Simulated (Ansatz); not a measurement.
# Run report: Zn₂Ga₂O₅, geometry relaxation (part 4 of 4)

Continued. System: Zn₂Ga₂O₅ (interface cell, 36 atoms in the cell). Method: DFT PBE, scalar-relativistic, plane waves, PAW, no spin polarisation (Ansatz 0.2.0); cutoff 420 eV, 9×5×1 k-mesh, Gaussian smearing of 0.05 eV. The structure derives from a Materials Project entry. It belongs to a series of runs on one base structure; here: film shifted by (0.5, 0.5) in the plane.

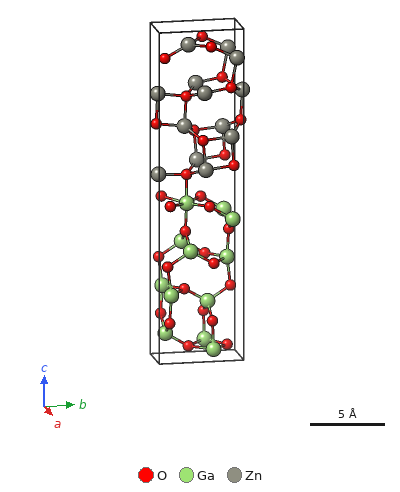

*The geometry at step 17 of the log (ball-and-stick view of the cell of the calculation, seen slightly off an axis).*

### Trajectory as extended XYZ (Å, eV, eV/Å), 6 of the 28 frames kept, from step=1 to step=28
```
36
Lattice="3.0833 0.0000 0.0000 0.0000 5.8776 0.0000 0.0000 0.0000 22.3355" Properties=species:S:1:pos:R:3:forces:R:3 step=1 energy=-68165.44949 pressure_GPa=5.96
O     1.5416    4.2796    0.5000    0.0000  -0.1566   0.1092
O     1.5416    1.6345    0.6232    0.0000  -0.2087   0.1135
Ga    0.0000    2.8541    0.6838    0.0000   0.8456   2.6433
Ga    1.5416    5.8809    1.5136    0.0000  -0.6947   0.9069
O     0.0000    5.8322    2.5536    0.0000   0.0842  -0.0375
O     0.0000    2.9955    2.6498    0.0000  -0.1116  -0.2350
Ga   -1.5416    2.9469    3.6898    0.0000   0.0348   0.2383
Ga    0.0000    5.9737    4.5195    0.0000  -0.0116   0.2546
O    -1.5416    7.1932    4.5801    0.0000   0.0168  -0.0994
O    -1.5416    4.5482    4.7033    0.0000  -0.0163  -0.1295
O     0.0000    5.7546    6.5499    0.0000  -0.0262  -0.0798
O     0.0000    3.1096    6.6731    0.0000   0.0202  -0.0256
Ga   -1.5416    4.3291    6.7337    0.0000  -0.0043  -0.0065
Ga    0.0000    7.3559    7.5635    0.0000   0.0160  -0.0052
O    -1.5416    7.3073    8.6034    0.0000  -0.1335  -0.0022
O    -1.5416    4.4706    8.6996    0.0000   0.1770   0.0177
Ga   -3.0833    4.4219    9.7396    0.0000  -1.0695  -0.4785
Ga   -1.5416    7.4487   10.5694    0.0000   2.0175  -1.5541
O    -3.0833    8.6683   10.6300    0.0000  -0.8805  -2.1484
O    -3.0833    6.0232   10.7532    0.0000   0.5991  -4.4117
O    -1.5416    8.9620   12.3732    0.0000  -0.0879   2.2435
O    -3.0833   11.9008   12.3732    0.0000  -0.3734   4.7273
Zn   -3.0833   10.0281   13.0480    0.0000  -1.3045   0.0673
Zn   -1.5416   12.9669   13.0480    0.0000   1.0248   1.6621
O    -3.0833   10.0509   15.0457    0.0000   0.1319   0.2151
O    -1.5416   12.9897   15.0457    0.0000  -0.0890  -0.0660
Zn   -1.5416    8.9849   15.7205    0.0000   0.0726  -0.2205
Zn   -3.0833   11.9237   15.7205    0.0000  -0.0978  -0.0732
O    -1.5416    8.9620   17.7182    0.0000  -0.0127   0.1969
O    -3.0833   11.9008   17.7182    0.0000   0.0049   0.1577
Zn   -3.0833   10.0281   18.3930    0.0000   0.0054  -0.3465
Zn   -1.5416   12.9669   18.3930    0.0000  -0.0288  -0.2986
O    -3.0833   10.0509   20.3907    0.0000   0.1146  -0.1456
O    -1.5416   12.9897   20.3907    0.0000  -0.4056  -0.2134
Zn   -1.5416    8.9849   21.0655    0.0000   0.5353  -2.0189
Zn   -3.0833   11.9237   21.0655    0.0000   0.0124  -0.9571
36
Lattice="3.0833 0.0000 0.0000 0.0000 5.8776 0.0000 0.0000 0.0000 23.2461" Properties=species:S:1:pos:R:3:forces:R:3 step=6 energy=-68171.11204 pressure_GPa=1.50
O     1.5416    4.2897    0.7080    0.0000   0.0692   0.1236
O     1.5416    1.7432    0.8135    0.0000   0.1455  -0.2078
Ga    0.0000    2.9978    1.1778    0.0000   0.2541   0.0828
Ga    1.5416    5.9446    1.7541    0.0000  -0.1867   0.0044
O     0.0000    5.9870    2.7733    0.0000  -0.0025  -0.2071
O     0.0000    3.1591    3.0353    0.0000   0.0177  -0.0699
Ga   -1.5416    3.1606    4.1165    0.0000  -0.0550   0.0819
Ga    0.0000    6.1637    4.8438    0.0000   0.0726  -0.0553
O    -1.5416    7.3548    4.8044    0.0000   0.0459   0.0134
O    -1.5416    4.8005    4.9624    0.0000   0.0817  -0.0900
O     0.0000    6.0416    6.8126    0.0000   0.0597   0.0460
O     0.0000    3.3926    6.8145    0.0000   0.0881  -0.0240
Ga   -1.5416    4.6091    7.0658    0.0000   0.0188   0.1803
Ga    0.0000    7.6864    7.8352    0.0000  -0.1280   0.2257
O    -1.5416    7.7861    8.8222    0.0000  -0.0776  -0.1757
O    -1.5416    4.8609    8.9542    0.0000   0.0424  -0.0497
Ga   -3.0833    4.9349   10.0396    0.0000   0.4051   0.0774
Ga   -1.5416    7.9326   10.8909    0.0000  -0.6749   0.0029
O    -3.0833    9.1580   10.8735    0.0000   0.5120   0.0796
O    -3.0833    6.5962   10.8770    0.0000   0.1256   0.0254
O    -1.5416    8.2736   13.0126    0.0000  -0.0881  -0.1007
O    -3.0833   11.2883   13.4415    0.0000  -0.0907   0.2781
Zn   -3.0833    9.3886   13.4992    0.0000   0.3474  -0.1524
Zn   -1.5416   12.3788   13.7522    0.0000  -0.4229  -0.2771
O    -3.0833    9.6081   15.7016    0.0000  -0.1743   0.2530
O    -1.5416   12.5864   15.8463    0.0000   0.0251   0.1758
Zn   -1.5416    8.5931   16.2916    0.0000   0.0415  -0.1235
Zn   -3.0833   11.4692   16.2591    0.0000  -0.1059  -0.3072
O    -1.5416    8.7425   18.3881    0.0000  -0.0278   0.1419
O    -3.0833   11.6437   18.4283    0.0000  -0.0251   0.2641
Zn   -3.0833    9.7736   18.9579    0.0000  -0.0272  -0.1658
Zn   -1.5416   12.7559   18.8612    0.0000  -0.0008  -0.2305
O    -3.0833    9.9094   21.0814    0.0000  -0.0620   0.1540
O    -1.5416   12.9189   21.0192    0.0000   0.0473   0.2266
Zn   -1.5416    8.9020   21.7193    0.0000  -0.2119  -0.1635
Zn   -3.0833   11.8110   21.3020    0.0000  -0.0373  -0.0360
36
Lattice="3.0833 0.0000 0.0000 0.0000 5.8776 0.0000 0.0000 0.0000 23.0476" Properties=species:S:1:pos:R:3:forces:R:3 step=12 energy=-68172.40001 pressure_GPa=2.61
O     1.5416    4.9188    0.6776    0.0000   0.2084   0.1535
O     1.5416    2.3072    0.6716    0.0000   0.2234  -0.0175
Ga    0.0000    3.7016    0.9241    0.0000  -0.0904  -0.1043
Ga    1.5416    6.5711    1.6739    0.0000  -0.3360  -0.0454
O     0.0000    6.5486    2.6914    0.0000   0.0641  -0.1411
O     0.0000    3.6685    2.8265    0.0000  -0.0544   0.1105
Ga   -1.5416    3.6641    3.8978    0.0000   0.0099   0.1378
Ga    0.0000    6.6794    4.7133    0.0000   0.0376   0.1227
O    -1.5416    7.9018    4.7337    0.0000  -0.0683  -0.1131
O    -1.5416    5.2846    4.8339    0.0000  -0.0376  -0.0247
O     0.0000    6.4797    6.7041    0.0000   0.0123   0.0318
O     0.0000    3.8318    6.7764    0.0000  -0.0140  -0.0193
Ga   -1.5416    5.0534    6.9456    0.0000  -0.0132   0.0022
Ga    0.0000    8.1028    7.7417    0.0000  -0.1068   0.1416
O    -1.5416    8.0441    8.7572    0.0000   0.0112  -0.2165
O    -1.5416    5.1400    8.8671    0.0000   0.0250  -0.0484
Ga   -3.0833    5.1284    9.9421    0.0000   0.1391   0.0342
Ga   -1.5416    8.0542   10.7720    0.0000  -0.1007   0.2317
O    -3.0833    9.3687   10.8305    0.0000   0.0919   0.0885
O    -3.0833    6.7483   10.8666    0.0000  -0.1408  -0.1704
O    -1.5416    8.1122   12.8474    0.0000  -0.0546  -0.1121
O    -3.0833   11.0768   13.6064    0.0000   0.1439  -0.1069
Zn   -3.0833    9.1785   13.3677    0.0000  -0.0782  -0.0488
Zn   -1.5416   12.1964   13.4820    0.0000   0.0552  -0.3115
O    -3.0833    9.0390   15.5634    0.0000  -0.0441   0.0661
O    -1.5416   12.0896   15.9859    0.0000  -0.2757   0.3027
Zn   -1.5416    8.1087   16.2684    0.0000   0.0187  -0.1759
Zn   -3.0833   10.9573   15.6734    0.0000   0.2460   0.3478
O    -1.5416    8.0524   18.3496    0.0000   0.2468  -0.0606
O    -3.0833   10.9100   18.8136    0.0000   0.0336  -0.1361
Zn   -3.0833    9.0326   18.9472    0.0000  -0.1002   0.0254
Zn   -1.5416   12.0418   18.6175    0.0000  -0.1195  -0.2679
O    -3.0833    9.2217   21.3142    0.0000   0.0272   0.1048
O    -1.5416   12.2260   20.9037    0.0000   0.2837   0.1420
Zn   -1.5416    8.0941   21.6214    0.0000  -0.2597  -0.1307
Zn   -3.0833   11.1082   20.9494    0.0000   0.0142   0.2104
36
Lattice="3.0833 0.0000 0.0000 0.0000 5.8776 0.0000 0.0000 0.0000 23.2136" Properties=species:S:1:pos:R:3:forces:R:3 step=17 energy=-68172.97437 pressure_GPa=1.02
O     1.5416    5.0290    0.7825    0.0000   0.0629   0.1282
O     1.5416    2.3373    0.7968    0.0000   0.0778  -0.1431
Ga    0.0000    3.7724    0.8679    0.0000   0.0142   0.1675
Ga    1.5416    6.6109    1.7722    0.0000   0.0007  -0.0334
O     0.0000    6.6004    2.8064    0.0000  -0.0313   0.0755
O     0.0000    3.6965    2.8580    0.0000   0.0144   0.0112
Ga   -1.5416    3.6680    3.8944    0.0000  -0.0187  -0.0462
Ga    0.0000    6.7142    4.7582    0.0000  -0.0130  -0.0554
O    -1.5416    7.9291    4.8237    0.0000  -0.0142   0.0386
O    -1.5416    5.2637    4.9239    0.0000   0.0357   0.0306
O     0.0000    6.4596    6.7758    0.0000   0.0235   0.0657
O     0.0000    3.7986    6.8853    0.0000   0.0481   0.0477
Ga   -1.5416    5.0209    6.9289    0.0000   0.0138  -0.0896
Ga    0.0000    8.0598    7.7921    0.0000  -0.0971  -0.0412
O    -1.5416    8.0044    8.8446    0.0000  -0.0104   0.0702
O    -1.5416    5.1468    8.8886    0.0000   0.0039   0.0546
Ga   -3.0833    5.1089    9.9208    0.0000   0.1261  -0.1441
Ga   -1.5416    8.0966   10.8081    0.0000   0.1629   0.1294
O    -3.0833    9.3833   10.8747    0.0000  -0.1722   0.0286
O    -3.0833    6.6472   11.0141    0.0000  -0.0961  -0.0991
O    -1.5416    8.0885   12.8315    0.0000  -0.1614  -0.1667
O    -3.0833   11.0716   13.6816    0.0000   0.1632  -0.1982
Zn   -3.0833    9.1167   13.4452    0.0000  -0.1624  -0.0220
Zn   -1.5416   12.0138   12.9318    0.0000   0.1356   0.1441
O    -3.0833    8.9202   15.5215    0.0000  -0.0436   0.1760
O    -1.5416   11.8526   16.4800    0.0000  -0.0415  -0.1348
Zn   -1.5416    7.9454   16.2255    0.0000  -0.1062   0.0256
Zn   -3.0833   10.9117   15.7125    0.0000   0.1469   0.1397
O    -1.5416    8.0632   18.3129    0.0000  -0.1336  -0.0393
O    -3.0833   10.8756   19.1496    0.0000  -0.0230   0.0194
Zn   -3.0833    9.0341   18.8439    0.0000   0.1849  -0.0776
Zn   -1.5416   11.9617   18.5885    0.0000  -0.0326   0.0931
O    -3.0833    9.4874   22.0728    0.0000  -0.0088  -0.4358
O    -1.5416   12.4505   21.0290    0.0000  -0.0130  -0.0204
Zn   -1.5416    8.2193   21.9177    0.0000   0.1461   0.1601
Zn   -3.0833   11.2822   21.2223    0.0000  -0.1816   0.1407
36
Lattice="3.0833 0.0000 0.0000 0.0000 5.8776 0.0000 0.0000 0.0000 23.2325" Properties=species:S:1:pos:R:3:forces:R:3 step=23 energy=-68173.01487 pressure_GPa=1.03 accepted=F
O     1.5416    5.0472    0.7958    0.0000  -0.0011  -0.0011
O     1.5416    2.3629    0.7876    0.0000  -0.0131   0.0073
Ga    0.0000    3.7912    0.8743    0.0000  -0.0184   0.0219
Ga    1.5416    6.6368    1.7739    0.0000   0.0109   0.0171
O     0.0000    6.6108    2.8091    0.0000   0.0095  -0.0108
O     0.0000    3.7059    2.8602    0.0000  -0.0115  -0.0083
Ga   -1.5416    3.6706    3.8977    0.0000   0.0061   0.0055
Ga    0.0000    6.7164    4.7630    0.0000  -0.0023   0.0182
O    -1.5416    7.9329    4.8283    0.0000   0.0004  -0.0096
O    -1.5416    5.2695    4.9233    0.0000  -0.0050  -0.0065
O     0.0000    6.4578    6.7783    0.0000  -0.0006  -0.0030
O     0.0000    3.7968    6.8911    0.0000   0.0039  -0.0024
Ga   -1.5416    5.0168    6.9280    0.0000  -0.0020   0.0071
Ga    0.0000    8.0526    7.7996    0.0000  -0.0034   0.0056
O    -1.5416    7.9965    8.8493    0.0000  -0.0035  -0.0033
O    -1.5416    5.1361    8.8869    0.0000   0.0042  -0.0003
Ga   -3.0833    5.1077    9.9156    0.0000   0.0020  -0.0019
Ga   -1.5416    8.0959   10.8164    0.0000   0.0041  -0.0081
O    -3.0833    9.3691   10.8733    0.0000  -0.0041   0.0092
O    -3.0833    6.6403   11.0026    0.0000  -0.0031   0.0009
O    -1.5416    8.0660   12.8336    0.0000   0.0044   0.0070
O    -3.0833   11.0544   13.6834    0.0000  -0.0024   0.0049
Zn   -3.0833    9.0821   13.4746    0.0000   0.0024  -0.0004
Zn   -1.5416   12.0099   12.9710    0.0000  -0.0026  -0.0036
O    -3.0833    8.8988   15.5639    0.0000  -0.0019   0.0048
O    -1.5416   11.8229   16.4959    0.0000   0.0121   0.0002
Zn   -1.5416    7.8953   16.2339    0.0000  -0.0034  -0.0063
Zn   -3.0833   10.9022   15.7370    0.0000  -0.0015  -0.0020
O    -1.5416    8.0750   18.3143    0.0000   0.0001   0.0006
O    -3.0833   10.9069   19.1757    0.0000  -0.0138  -0.0015
Zn   -3.0833    9.1011   18.7575    0.0000  -0.0086  -0.0118
Zn   -1.5416   12.0048   18.6727    0.0000   0.0065   0.0102
O    -3.0833    9.4791   22.0572    0.0000   0.0029   0.0137
O    -1.5416   12.4392   21.0672    0.0000   0.0145  -0.0217
Zn   -1.5416    8.2248   21.9399    0.0000   0.0105  -0.0244
Zn   -3.0833   11.2661   21.2717    0.0000   0.0079  -0.0073
36
Lattice="3.0833 0.0000 0.0000 0.0000 5.8776 0.0000 0.0000 0.0000 23.3448" Properties=species:S:1:pos:R:3:forces:R:3 step=28 energy=-68173.12512 pressure_GPa=0.82
O     1.5416    5.0477    0.8180    0.0000  -0.0047   0.0007
O     1.5416    2.3614    0.7963    0.0000  -0.0026  -0.0035
Ga    0.0000    3.7914    0.8913    0.0000   0.0034  -0.0064
Ga    1.5416    6.6396    1.7946    0.0000   0.0050   0.0060
O     0.0000    6.6146    2.8319    0.0000   0.0003  -0.0062
O     0.0000    3.7029    2.8811    0.0000  -0.0007   0.0051
Ga   -1.5416    3.6706    3.9209    0.0000   0.0021  -0.0046
Ga    0.0000    6.7154    4.7912    0.0000  -0.0017   0.0033
O    -1.5416    7.9321    4.8528    0.0000  -0.0024   0.0010
O    -1.5416    5.2668    4.9536    0.0000   0.0011  -0.0027
O     0.0000    6.4576    6.8113    0.0000  -0.0022   0.0012
O     0.0000    3.7955    6.9311    0.0000   0.0030   0.0009
Ga   -1.5416    5.0157    6.9645    0.0000   0.0004  -0.0028
Ga    0.0000    8.0498    7.8401    0.0000   0.0003   0.0061
O    -1.5416    7.9935    8.8917    0.0000   0.0004  -0.0049
O    -1.5416    5.1363    8.9278    0.0000   0.0006   0.0046
Ga   -3.0833    5.1072    9.9585    0.0000  -0.0047  -0.0036
Ga   -1.5416    8.0946   10.8633    0.0000   0.0010   0.0014
O    -3.0833    9.3678   10.9190    0.0000  -0.0018  -0.0021
O    -3.0833    6.6381   11.0513    0.0000  -0.0014  -0.0060
O    -1.5416    8.0649   12.8865    0.0000   0.0038   0.0036
O    -3.0833   11.0521   13.7474    0.0000   0.0006   0.0032
Zn   -3.0833    9.0782   13.5361    0.0000  -0.0050   0.0056
Zn   -1.5416   12.0077   13.0283    0.0000   0.0038   0.0023
O    -3.0833    8.8922   15.6288    0.0000  -0.0013  -0.0020
O    -1.5416   11.8161   16.5728    0.0000  -0.0004   0.0044
Zn   -1.5416    7.8880   16.3035    0.0000   0.0010   0.0026
Zn   -3.0833   10.8981   15.8047    0.0000   0.0015  -0.0040
O    -1.5416    8.0749   18.3869    0.0000  -0.0031  -0.0076
O    -3.0833   10.9063   19.2708    0.0000  -0.0017   0.0025
Zn   -3.0833    9.1035   18.8299    0.0000   0.0056   0.0006
Zn   -1.5416   12.0071   18.7632    0.0000  -0.0020  -0.0070
O    -3.0833    9.4919   22.1787    0.0000   0.0026   0.0042
O    -1.5416   12.4530   21.1629    0.0000   0.0009   0.0033
Zn   -1.5416    8.2358   22.0522    0.0000  -0.0012   0.0024
Zn   -3.0833   11.2739   21.3717    0.0000  -0.0005  -0.0020
```

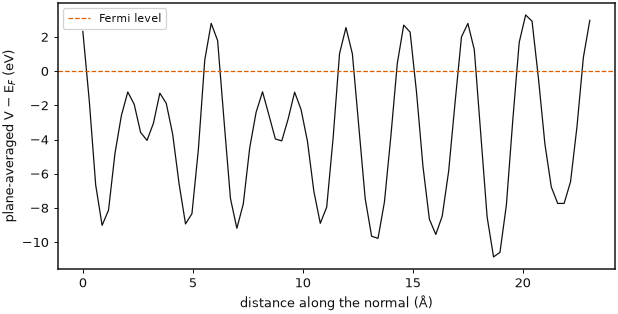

*Plane average of the electrostatic potential energy of an electron across the cell, from the Fermi level.*

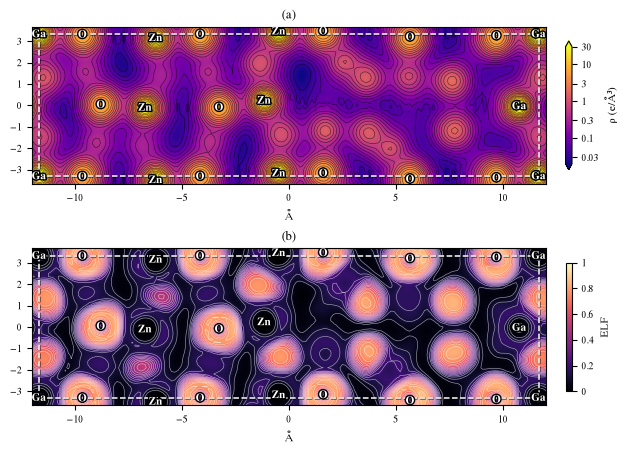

*(a) valence charge density (pseudo); (b) ELF on the (11̄0) plane of the calculation cell.*

The plane passes through O, Ga and Zn nuclei. Ga–O (1.97 Å): ρ is about 0.61 e/Å³ halfway; the ELF is about 0.30 at the midpoint. Away from the nuclei the density in this plane falls to 0.01 e/Å³ at its lowest. In a PAW calculation such maps are meaningful between the atoms, not at the nuclei.

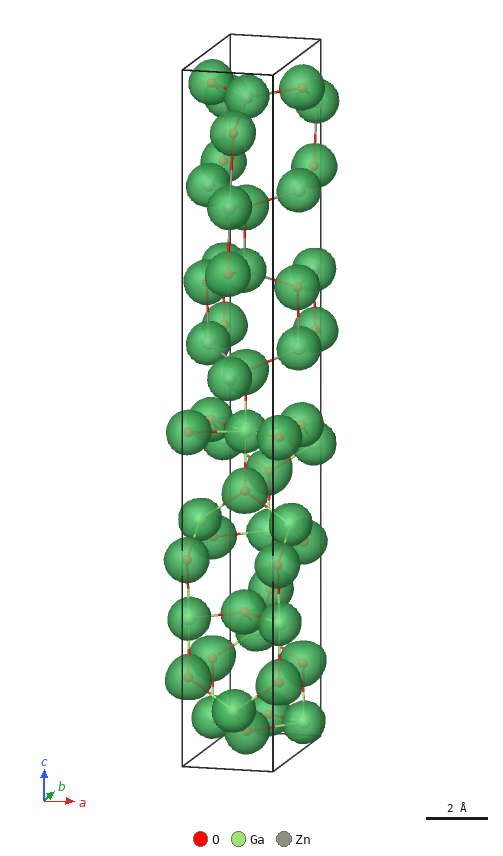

*Isosurface of the valence electron density at 1 e/Å³ (green), seen slightly off an axis. Sticks mark near contacts. The outline is the calculation cell.*

At this value the density breaks into separate islands; it holds about 70 % of the electrons treated as valence (semicore included). It is pinched off along the Ga–O (1.85 Å), Zn–O (1.86 Å), Ga–O (1.90 Å) and Zn–O (1.91 Å) contacts. On the grid the lowest density along these lines, outside the cores, is 0.79 e/Å³ (Ga–O, 1.85 Å), 0.8 e/Å³ (Zn–O, 1.86 Å), 0.73 e/Å³ (Ga–O, 1.90 Å) and 0.7 e/Å³ (Zn–O, 1.91 Å).

### Summary

```json
{"quantity": "outcome", "value": "converged"}
{"quantity": "electrons treated", "value": "320"}
{"quantity": "free energy", "value": "−68173.1251 eV"}
{"quantity": "Fermi energy", "value": "7.970 eV"}
{"quantity": "gap on the k-point mesh", "value": "0.57 eV"}
{"quantity": "final volume", "value": "423.06 Å³"}
{"quantity": "largest force (length of the vector) at the end", "value": "0.008 eV/Å"}
{"quantity": "hardware", "value": "8 threads of Intel Xeon (Granite Rapids), 64 GiB of memory available, shared host"}
{"quantity": "wall time", "value": "8 min (CPU time 63 min)"}
{"quantity": "peak memory", "value": "3.8 GiB"}
```
